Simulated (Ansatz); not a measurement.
Ti₃PbO₇

```cif
data_structure
_symmetry_space_group_name_H-M 'P 1'
_symmetry_Int_Tables_number 1
_cell_length_a 6.5912
_cell_length_b 3.7919
_cell_length_c 10.7173
_cell_angle_alpha 90.000
_cell_angle_beta 98.126
_cell_angle_gamma 90.000
_cell_volume 265.17
loop_
_atom_site_label
_atom_site_type_symbol
_atom_site_fract_x
_atom_site_fract_y
_atom_site_fract_z
_atom_site_occupancy
Ti1 Ti 0.55100 0.75000 0.89853 1
Ti2 Ti 0.44900 0.25000 0.10147 1
Ti3 Ti 0.69340 0.75000 0.56543 1
Ti4 Ti 0.30660 0.25000 0.43457 1
Ti5 Ti 0.25357 0.75000 0.65516 1
Ti6 Ti 0.74643 0.25000 0.34484 1
Pb1 Pb 0.00343 0.75000 0.15062 1
Pb2 Pb 0.99657 0.25000 0.84938 1
O1 O 0.47474 0.75000 0.07361 1
O2 O 0.52526 0.25000 0.92639 1
O3 O 0.74550 0.75000 0.38317 1
O4 O 0.25450 0.25000 0.61683 1
O5 O 0.35656 0.75000 0.47866 1
O6 O 0.64344 0.25000 0.52134 1
O7 O 0.83235 0.75000 0.94296 1
O8 O 0.16765 0.25000 0.05704 1
O9 O 0.95494 0.75000 0.63006 1
O10 O 0.04506 0.25000 0.36994 1
O11 O 0.56519 0.75000 0.71423 1
O12 O 0.43481 0.25000 0.28577 1
O13 O 0.25019 0.75000 0.82427 1
O14 O 0.74981 0.25000 0.17573 1
```

Space group P2₁/m; a structure from a database of computed crystals, not necessarily the ambient phase; computed without spin polarisation.

These are results of DFT PBEsol, scalar-relativistic, plane waves, PAW in Ansatz, not measurements.

In a PAW calculation such maps are meaningful between the atoms, not at the nuclei.

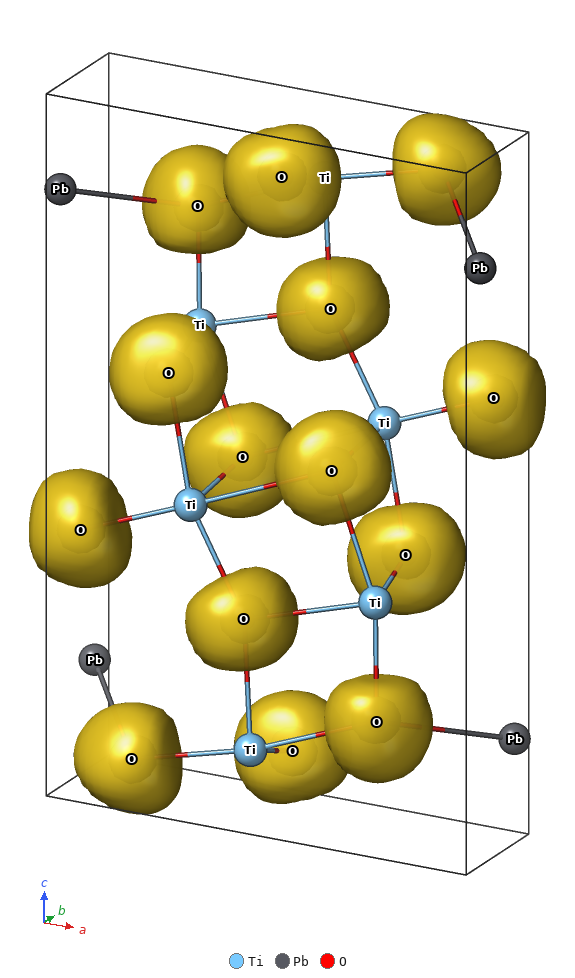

Figure 1. Isosurface of the ELF at 0.7 (yellow), seen slightly off an axis. Core shells and regions of very low density are left out. Sticks mark near contacts.

> What do the ELF domains correspond to?

At this value the surface marks out 14 regions wrapped around O (the valence shell of each), counted in one cell of 22 atoms. Regions shared between cells count once. Along the contacts the grid gives the following. Ti–O (1.76 Å): the ELF peaks at about 0.80 in the valence shell of O, 0.5 Å from its nucleus, and is about 0.30 at the midpoint (no shared electron pair shows on this line). Pb–O (2.35 Å): the ELF peaks at about 0.80 in the valence shell of O, 0.6 Å from its nucleus, and drops to about 0.15 between the two atoms.

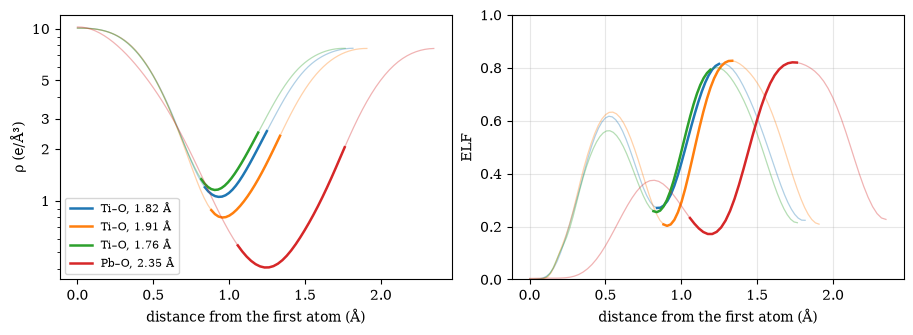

Figure 2. Valence charge density (pseudo) and ELF along straight lines between neighbouring atoms. Thin, pale parts lie inside the atomic spheres.

> Compare the contacts.

Ti–O (1.82 Å): ρ at the midpoint is about 1.1 e/Å³; the ELF peaks at about 0.80 in the valence shell of O, 0.5 Å from its nucleus, and is about 0.30 at the midpoint: no localised pair shows between them.
Ti–O (1.91 Å): the density is about 0.8 e/Å³ at the midpoint; the ELF peaks at about 0.85 in the valence shell of O, 0.6 Å from its nucleus, and is about 0.25 at the midpoint: no shared electron pair shows on this line.
Ti–O (1.76 Å): ρ at the midpoint is about 1.2 e/Å³; the ELF peaks at about 0.80 in the valence shell of O, 0.5 Å from its nucleus, and is about 0.30 at the midpoint; no localised pair shows between them.
Pb–O (2.35 Å): ρ at the midpoint is about 0.43 e/Å³; the ELF peaks at about 0.80 in the valence shell of O, 0.6 Å from its nucleus, and drops to about 0.15 between the two atoms.

> Does the calculation give a band gap?

It is gapped, with a Kohn–Sham gap of 2.0 eV on the k-point mesh, an upper bound to the gap of this method.
